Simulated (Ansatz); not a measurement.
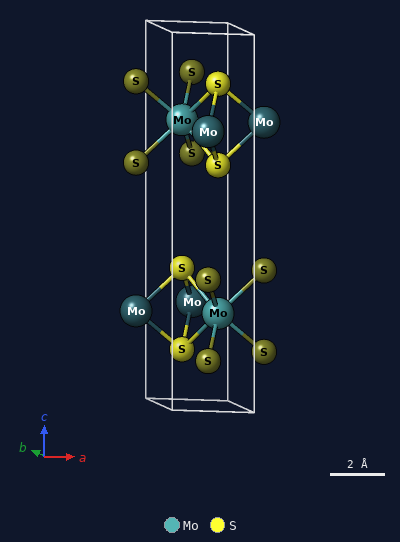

**Figure 1.** The input geometry (ball-and-stick view of the cell of the calculation, seen slightly off an axis; neighbours outside the cell are drawn fainter).

Run report: MoS2, single-point calculation

MoS2 (6 atoms in the cell), computed with DFT, HSE06, plane waves, PAW, no spin polarisation (Ansatz 0.2.0).

The structure derives from a Materials Project entry.

Output
```
Warning: crystal.symmetry: narrowed to the stabiliser of the k-point mesh — unitary ops 24 → 8; excluded 16 operations that carry a point of the 12×12×2 mesh (shift [0.5, 0.5, 0.5]) off the mesh (the run samples exactly the mesh kpoints.mp_grid names, as under crystal.symmetry.detect: false, and its converged state has the mesh's symmetry, not the crystal's; ε∞, the Born charges and the force constants of a linear response (`dielectric:` by the response, `phonons.method: dfpt`) are averaged over those of the crystal's operations that the state keeps within a tolerance, where `mesh_tensors`, `unaveraged_element` or `gamma_mean_max_change_ev_ang2` stands beside them; a row that `dielectric.field_direction` solves alone is averaged likewise, with nothing beside; a Γ-centred mesh of equal divisions is mapped onto itself by every operation and keeps the whole group, as does a half-shifted one under kpoints.further_shifts: images)
Warning: output.stress: scf.convergence.dr2_threshold = 1e-7 eV (the SCF's general default) is looser than the 6e-10 eV advised for a printed stress (1e-10 eV for each atom of the cell: 6). What an SCF threshold leaves in a stress goes as its square root, and in the free energy as the threshold itself, and one threshold admits the most on a small cell: of the crystals measured, under no hybrid functional and no lock of the moments, on runs that ended without the residual-converged pass, on stresses that held no estimate of that error, the worst erred by over 100 MPa in a component at 1e-7 eV an atom and by under 5 at 1e-10. Set scf.convergence.dr2_threshold to 6e-10 eV or tighter. The threshold is an SCF's pass mark: one that does not reach it within its budget of iterations ends unconverged, or closes short of it on a stop that the run arms, and scf.convergence.dr2_threshold's page says what that costs each kind of run
Warning: output.stress: scf.exx.energy_threshold = 1e-6 eV is looser than the 6e-8 eV advised for a stress under a hybrid functional (1e-8 eV for each atom of the cell: 6). Every SCF of the exchange loop can meet its threshold on dr2 while the loop round them stops early: no threshold on dr2 bounds what that leaves in the stress. Set scf.exx.energy_threshold to 6e-8 eV or tighter. The threshold is the loop's pass mark: a loop that does not reach it within its budget of cycles ends unconverged, and scf.exx.energy_threshold's page has the law
Engine: ansatz 0.2.0, x86_64-unknown-linux-gnu
Pseudopotentials: kind: paw
Pseudopotential: Mo, paw, valence charge 14, recommended cutoff 420 eV (normal), Mo.paw.azcp
Pseudopotential: S, paw, valence charge 6, recommended cutoff 420 eV (normal), S.paw.azcp
Functional definition: HSE06
  parameter a = 0.25
  parameter omega = 0.11/bohr
  exchange = pbe_x - a*pbe_x_sr(omega) + a*exact_x_sr(omega)
  correlation = pbe_c
Crystal: 6 atoms, lattice volume = 123.491 Å³
Basis set: ecut = 420 eV, 2401 PW (Γ), exchange–correlation on 48×48×200 points (8 copies of the dense FFT grid, shifted against one another)
Bands: 32, of which v1, the nominal top of the filled ones, is band 26 counted from 1 (25 counted from 0)
Symmetry: 8 space group operations
k-points: 42 of 288
Non-local potential: Mo, projectors of the file, l = 0: 3, l = 1: 2, l = 2: 2, l = 3: 1
Non-local potential: S, projectors of the file, l = 0: 2, l = 1: 2, l = 2: 2
PAW form: soft (Blöchl's): semilocal exchange-correlation on the pseudo side does not see the compensation charge
PAW frozen core: Mo, regenerated for the run's functional, and the local potential with it (the file was generated under x = pbe(κ = 0.804, μ = 0.2195149727645171), c = pbe(β = 0.06672455060314922))
PAW frozen core: S, regenerated for the run's functional, and the local potential with it (the file was generated under x = pbe(κ = 0.804, μ = 0.2195149727645171), c = pbe(β = 0.06672455060314922))
PAW one-centre angular grid: Mo, 590 points (default); XC on 64 Gauss nodes
PAW one-centre angular grid: S, 110 points (default); XC on 64 Gauss nodes
Initial density: superposition of atomic densities (neutral atoms: chi_scale 0, normalization atom), corrected by the library's trained network
Initial wavefunctions: pseudopotential atomic-orbital guess
Functional: x = pbe(κ = 0.804, μ = 0.2195149727645171), c = pbe(β = 0.06672455060314922), warm-up for x = pbe(κ = 0.804, μ = 0.2195149727645171) + 0.25 (exact − pbe) at short range (hse, ω = 0.20786987370883472 Å⁻¹), c = pbe(β = 0.06672455060314922); HSE06 as pw.x's `hse` composes it (authors' and Libxc's form: `xc: wpbeh`)
SCF iter   1: F=—  HF=-13525.573364 eV  |F-HF|=—  |Δ(HF+E_count)|=         —  Δρ=5.41e-3  dr2=2.14e-2  ethr=1.77e-3  ⟨swp⟩=5.6  Hψ=5628  notcnv=0
preconditioner: auto → none  [insulator: Δε(μ)=1.603 eV  Ē_g=7.832 eV  σ=0.020 eV  W_gap=1.00  n_scr=28 (ndim 8)  ℏωp=20.0 eV  f_vac=0.165  D(μ)=0.00/eV (n_scr^D=0)]
SCF iter   2: F=—  HF=-13525.590950 eV  |F-HF|=—  |Δ(HF+E_count)|=   1.76e-2  Δρ=4.76e-3  dr2=6.70e-2  ethr=4.12e-5  ⟨swp⟩=4.9  Hψ=4114  notcnv=0  defer=8
SCF iter   3: F=—  HF=-13525.584478 eV  |F-HF|=—  |Δ(HF+E_count)|=   6.47e-3  Δρ=2.56e-3  dr2=8.88e-3  ethr=4.12e-5  ⟨swp⟩=4.2  Hψ=3739  notcnv=0  defer=2
iter 4 solved again at ethr=1.26e-6 eV; its pass at ethr=1.71e-5 eV (dr2=6.57e-4 eV) is discarded
SCF iter   4: F=—  HF=-13525.586353 eV  |F-HF|=—  |Δ(HF+E_count)|=   1.87e-3  Δρ=7.31e-4  dr2=4.78e-4  ethr=1.26e-6  ⟨swp⟩=3.3  Hψ=5425  notcnv=0
eigensolver tolerance schedule: the retry pair's looser diagonalisation over-reported the residual by 0.37 of it (diagonalisation noise at 0.42 of the residual, at the tolerance the schedule requests for it); recorded, not acted on — ethr = c·dr2/N_el stays at c = 1.0e-1
SCF iter   5: F=-13525.586682 eV  HF=-13525.586670 eV  |F-HF|=1.24e-5  |Δ(HF+E_count)|=   3.18e-4  Δρ=1.22e-4  dr2=5.12e-6  ethr=9.20e-7  ⟨swp⟩=3.3  Hψ=2986  notcnv=0
SCF 1 stopped early in 5 iterations: F = -13525.586682 eV  dr2 = 5.12e-6
  greatest PAW one-centre occupation: 0.998 electrons in one spin orbital (limit 2), on the Mo atom at site 1 (counted from 0), in its partial waves of l = 0
Initial density: handed on by an earlier stage of this run
Initial wavefunctions: those handed on with the density
Functional: x = pbe(κ = 0.804, μ = 0.2195149727645171) + 0.25 (exact − pbe) at short range (hse, ω = 0.20786987370883472 Å⁻¹), c = pbe(β = 0.06672455060314922); HSE06 as pw.x's `hse` composes it (authors' and Libxc's form: `xc: wpbeh`)
Exchange kernel: α = 0.2500, screened, ω = 0.2079 Å⁻¹, Wigner–Seitz truncation, v(0) = 1046.9300 eV·Å³, q-mesh 12×12×2, nearest image of the exchange supercell L = 28.73 Å, pair-density grid 15×15×64, without the augmentation charges, whose exchange is taken in its separable form by FFT convolution over the k-point mesh (sized by the pseudopotential files, 20×20×100 at the most), smooth part of the exact exchange by density-matrix convolution
Frozen-core exchange: fock
SCF iter   1: F=—  HF=-13531.718983 eV  |F-HF|=—  |Δ(HF+E_count)|=         —  Δρ=1.04e-2  dr2=2.61e-1  ethr=9.85e-8  ⟨swp⟩=8.5  Hψ=7786  notcnv=0
preconditioner: auto → none  [insulator: Δε(μ)=2.227 eV  Ē_g=9.311 eV  σ=0.020 eV  W_gap=1.00  n_scr=28 (ndim 8)  ℏωp=20.0 eV  f_vac=0.162  D(μ)=0.00/eV (n_scr^D=0)]
SCF iter   2: F=—  HF=-13531.765303 eV  |F-HF|=—  |Δ(HF+E_count)|=   4.63e-2  Δρ=1.21e-2  dr2=6.09e-1  ethr=9.85e-8  ⟨swp⟩=7.1  Hψ=7036  notcnv=0  recentre
SCF iter   3: F=—  HF=-13531.668268 eV  |F-HF|=—  |Δ(HF+E_count)|=   9.70e-2  Δρ=3.29e-3  dr2=1.87e-2  ethr=9.85e-8  ⟨swp⟩=7.0  Hψ=6641  notcnv=0
SCF iter   4: F=—  HF=-13531.680386 eV  |F-HF|=—  |Δ(HF+E_count)|=   1.21e-2  Δρ=1.74e-3  dr2=4.97e-3  ethr=9.85e-8  ⟨swp⟩=5.4  Hψ=5291  notcnv=0
SCF iter   5: F=—  HF=-13531.679298 eV  |F-HF|=—  |Δ(HF+E_count)|=   1.09e-3  Δρ=4.80e-4  dr2=2.14e-4  ethr=9.85e-8  ⟨swp⟩=5.0  Hψ=4474  notcnv=0
SCF iter   6: F=—  HF=-13531.680025 eV  |F-HF|=—  |Δ(HF+E_count)|=   7.27e-4  Δρ=2.87e-4  dr2=2.46e-4  ethr=9.85e-8  ⟨swp⟩=4.1  Hψ=3881  notcnv=0
SCF iter   7: F=-13531.679978 eV  HF=-13531.679979 eV  |F-HF|=2.84e-7  |Δ(HF+E_count)|=   4.58e-5  Δρ=2.43e-5  dr2=2.51e-6  ethr=9.85e-8  ⟨swp⟩=4.0  Hψ=3086  notcnv=0
SCF 2 stopped early in 7 iterations: F = -13531.679978 eV  dr2 = 2.51e-6
  Residual-converged pass: ⟨swp⟩=4.9  Hψ=4511  notcnv=0  max |occ|·‖R‖ = 6.6e-6 eV (tolerance 6.7e-6 eV)  dr2=2.52e-6  dr2_onsite=3.59e-8  max |Δocc| = 0.0e0
hybrid outer 1: dexx = +2.025e-2 eV, tail = 2.76e-5 eV
Exchange kernel: α = 0.2500, screened, ω = 0.2079 Å⁻¹, Wigner–Seitz truncation, v(0) = 1046.9300 eV·Å³, q-mesh 12×12×2, nearest image of the exchange supercell L = 28.73 Å, pair-density grid 15×15×64, without the augmentation charges, whose exchange is taken in its separable form by FFT convolution over the k-point mesh (sized by the pseudopotential files, 20×20×100 at the most), smooth part of the exact exchange by density-matrix convolution
Frozen-core exchange: fock
SCF iter   1: F=—  HF=-13531.679928 eV  |F-HF|=—  |Δ(HF+E_count)|=         —  Δρ=4.66e-5  dr2=1.14e-6  ethr=2.66e-7  ⟨swp⟩=3.8  Hψ=3379  notcnv=0
preconditioner: auto → none  [insulator: Δε(μ)=2.162 eV  Ē_g=9.210 eV  σ=0.020 eV  W_gap=1.00  n_scr=28 (ndim 8)  ℏωp=20.0 eV  f_vac=0.163  D(μ)=0.00/eV (n_scr^D=0)]
SCF iter   2: F=—  HF=-13531.679928 eV  |F-HF|=—  |Δ(HF+E_count)|=   1.10e-7  Δρ=1.64e-5  dr2=2.12e-7  ethr=1.79e-9  ⟨swp⟩=3.6  Hψ=3133  notcnv=0
SCF iter   3: F=—  HF=-13531.679930 eV  |F-HF|=—  |Δ(HF+E_count)|=   1.55e-6  Δρ=7.52e-6  dr2=7.34e-8  ethr=1.25e-10  ⟨swp⟩=5.0  Hψ=4118  notcnv=0
SCF iter   4: F=—  HF=-13531.679930 eV  |F-HF|=—  |Δ(HF+E_count)|=   1.63e-8  Δρ=8.40e-7  dr2=2.47e-8  ethr=1.25e-10  ⟨swp⟩=3.0  Hψ=2626  notcnv=0
SCF iter   5: F=—  HF=-13531.679930 eV  |F-HF|=—  |Δ(HF+E_count)|=   1.34e-7  Δρ=2.65e-6  dr2=8.73e-9  ethr=1.48e-12 (applied; sched 1.04e-12)  ⟨swp⟩=5.6  Hψ=4752  notcnv=0
SCF iter   6: F=—  HF=-13531.679930 eV  |F-HF|=—  |Δ(HF+E_count)|=   1.88e-9  Δρ=1.29e-7  dr2=3.05e-9  ethr=1.14e-12 (applied; sched 1.04e-12)  ⟨swp⟩=4.0  Hψ=3650  notcnv=0
SCF iter   7: F=-13531.679930 eV  HF=-13531.679930 eV  |F-HF|=4.26e-10  |Δ(HF+E_count)|=   1.31e-8  Δρ=8.29e-7  dr2=9.59e-10  ethr=1.21e-12 (applied; sched 1.00e-12)  ⟨swp⟩=5.0  Hψ=3801  notcnv=0
SCF 3 converged in 7 iterations: F = -13531.679930 eV  dr2 = 9.59e-10
  Residual-converged pass: ⟨swp⟩=2.1  Hψ=2046  notcnv=0  max |occ|·‖R‖ = 7.7e-7 eV (tolerance 7.7e-7 eV)  dr2=9.58e-10  dr2_onsite=2.90e-11  max |Δocc| = 0.0e0
```

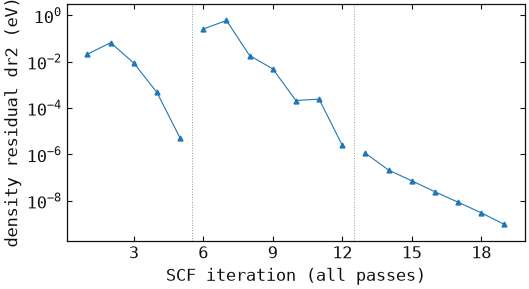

**Figure 2.** Convergence of the self-consistent field: density residual dr2 against the SCF iteration. The run starts with a semilocal functional; after that each stretch between dotted lines is one SCF of the hybrid functional between two exact rebuilds of the exchange operator by the outer loop. Early passes are stopped at a loose threshold. The passes take 5, 7 and 7 iterations.

```
hybrid outer 2: dexx = +2.640e-6 eV, tail = 1.69e-8 eV, Δε = 1.27e-3 eV (about 2.96e-5 eV left of the loop's levels), ΔF = 9.80e-4 eV/Å (tail 2.80e-4)
hybrid SCF converged: 2 outer / 14 inner (+5 warm-up), last move |dexx| = 2.64e-6 eV, tail = 1.69e-8 eV
Stability not checked: this state was not tested for a lower state beside it, because the functional holds exact exchange (a hybrid, or Hartree-Fock), whose exchange loop this test does not read (fock_operator; see scf.lower_state_search)
Free energy (F): -13531.679930 eV
Frozen-core exchange: fock
Harris-Foulkes:  -13531.679930 eV  (|F-HF|=4.26e-10)
Internal energy: -13531.679930 eV  (E = F + TS)
E sigma→0 (E₀):  -13531.679930 eV
Fermi energy:    8.897235 eV
--- Per-component energies (eV) ---
  E_band       = -516.737757
  E_kinetic    = 1310.731221
  E_local      = -5534.539671  (includes V_loc(G=0)·N_el)
  E_nonlocal   = 394.164592
  E_hartree    = 2255.397194
  E_xc         = -607.758837
  E_vxc        = -647.289314  (∫ρ·V_xc dr)
  E_exx        = -129.090938  (= α·E_x^exact, valence–valence)
  E_paw        = -8827.984970  (= ΣΔE_a)
  E_vpaw       = -292.418744  (= ΣTr[D̂ρ^β])
  E_aug_tail   = 0.000078  (compensation charges beyond the density's cutoff)
  E_ewald      = -2391.346716
  E_core_change = -1.251883  (= ΣΔE_core)
  E_smearing   = -0.000000  (= −TS)
  E_closure    = 0.000000  (closes the sum)
  Σ components = -13531.679930   (vs F -13531.679930, Δ=0.00e0)
--- Forces (eV/Å), atoms counted from 1 ---
  atom   1  Mo     0.00001744    -0.00001007     0.00000000
  atom   2  Mo    -0.00001744     0.00001007     0.00000000
  atom   3  S      0.00001047    -0.00000605    -0.00183539
  atom   4  S     -0.00001047     0.00000605     0.00183539
  atom   5  S      0.00001047    -0.00000605     0.00183539
  atom   6  S     -0.00001047     0.00000605    -0.00183539
  max |Σ_I F_I| component: 0.00e0 eV/Å
--- Stress (GPa, compression-positive) ---
        0.004788       0.000213      -0.000000
        0.000213       0.005035       0.000000
       -0.000000       0.000000       0.014777
  P = ⅓ Tr σ = 0.0082 GPa (0.082 kbar)
--- Band table (eV; the first three rows and the last of 42) ---
  k-point 0: bands = ["-57.1455", "-57.1455", "-29.9035", "-29.9035", "-29.6504", "-29.6504", "-29.6303", "-29.6303", "-8.1101", "-8.0872", "-6.6400", "-6.5983", "1.1572", "1.3275", "4.3682", "4.3689", "4.6601", "4.6610", "4.9361", "5.2496", "5.7917", "5.7952", "6.1465", "6.3494", "7.4491", "7.7673", "11.1585", "11.1759", "11.3013", "11.3639", "11.4485", "11.4502"]
  k-point 1: bands = ["-57.1374", "-57.1374", "-29.8876", "-29.8876", "-29.7302", "-29.7302", "-29.6494", "-29.6494", "-7.8234", "-7.8009", "-6.5275", "-6.4894", "1.4607", "1.6264", "3.8429", "3.8471", "4.3375", "4.5420", "4.9561", "4.9579", "5.3388", "5.3451", "6.3043", "6.5430", "7.2878", "7.4782", "10.7174", "10.9043", "11.0472", "11.1028", "11.1606", "11.1820"]
  k-point 2: bands = ["-57.1252", "-57.1252", "-29.8633", "-29.8633", "-29.8495", "-29.8495", "-29.6782", "-29.6782", "-7.3568", "-7.3355", "-6.3450", "-6.3130", "1.7821", "1.9153", "3.2891", "3.3209", "3.6571", "3.7797", "4.7997", "4.8123", "5.4031", "5.4067", "6.1320", "6.3316", "6.8827", "6.9471", "10.3840", "10.6613", "10.8521", "10.8942", "11.2406", "11.4079"]
  k-point 41: bands = ["-57.0972", "-57.0972", "-30.1183", "-30.1183", "-29.8075", "-29.8075", "-29.7385", "-29.7385", "-6.0622", "-6.0524", "-5.8589", "-5.8494", "1.0247", "1.0564", "2.1848", "2.2180", "2.8909", "2.9767", "4.0117", "4.0169", "5.4216", "5.4616", "6.4693", "6.4829", "6.7978", "6.8259", "10.6699", "10.6755", "11.1690", "11.2482", "12.3677", "12.6072"]
```

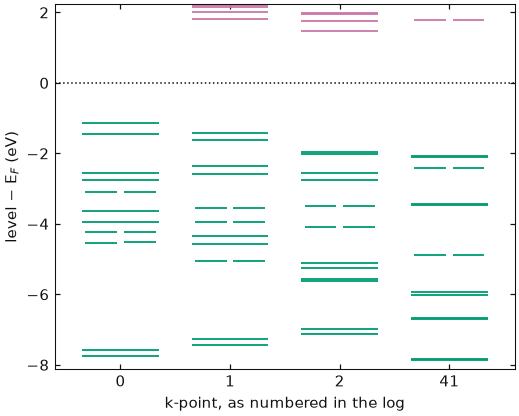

**Figure 3.** Kohn–Sham levels near the Fermi level (dotted) at the few k-points that the log prints; levels within 0.02 eV of each other stand side by side. Among these points the highest filled and lowest empty levels are 2.62 eV apart; the gap on the full mesh, 2.16 eV, has an edge at a point that isn't printed.

This output came from the following input.

Input file
```yaml
crystal:
  lattice:
    - [3.1505058835, 2.8e-09, 0.0]
    - [-1.5752529442, 2.7284181285, 0.0]
    - [0.0, 0.0, 14.366284395]
  atoms:
    - { symbol: Mo, position: [0.6666666667, 0.3333333333, 0.25] }
    - { symbol: Mo, position: [0.3333333333, 0.6666666667, 0.75] }
    - { symbol: S, position: [0.6666666667, 0.3333333333, 0.642286884] }
    - { symbol: S, position: [0.3333333333, 0.6666666667, 0.357713116] }
    - { symbol: S, position: [0.6666666667, 0.3333333333, 0.857713116] }
    - { symbol: S, position: [0.3333333333, 0.6666666667, 0.142286884] }
basis:
  ecutwfc: 420
kpoints:
  mp_grid: { grid: [12, 12, 2], shift: [0.5, 0.5, 0.5] }
hamiltonian:
  xc: hse06
scf:
  occupations: { method: gaussian, width: 0.02 }
output:
  forces: true
  eigenvalues: true
  stress: true
```

Command:
```bash
ansatz run input.yaml --threads 8 --pin off --max-ram 20480MiB --backend cpu --events-out ev --progress --plain --runs-dir out
```

Key numbers

| quantity | value |
| --- | --- |
| outcome | converged |
| space group (tolerance 0.01 Å) | P6₃/mmc (194) |
| electrons treated | 52 |
| free energy | −13531.6799 eV |
| Fermi energy | 8.897 eV |
| gap on the k-point mesh | 2.16 eV |
| pressure | 0.01 GPa |
| largest force (length of the vector) | 0.002 eV/Å |
| hardware | 8 threads of AMD EPYC (Zen 3), 189 GiB of memory available, shared host |
| wall time | 4.4 min (CPU time 16 min) |
| peak memory | 6.4 GiB |

Remarks

Settings chosen away from the usual ones: kpoints.mp_grid.shift set to [0.5, 0.5, 0.5]. Warnings of the run: the exchange loop's threshold is looser than advised for the stress; the SCF threshold is looser than advised for the printed stress; the k-point mesh lowers the symmetry that the run can use.
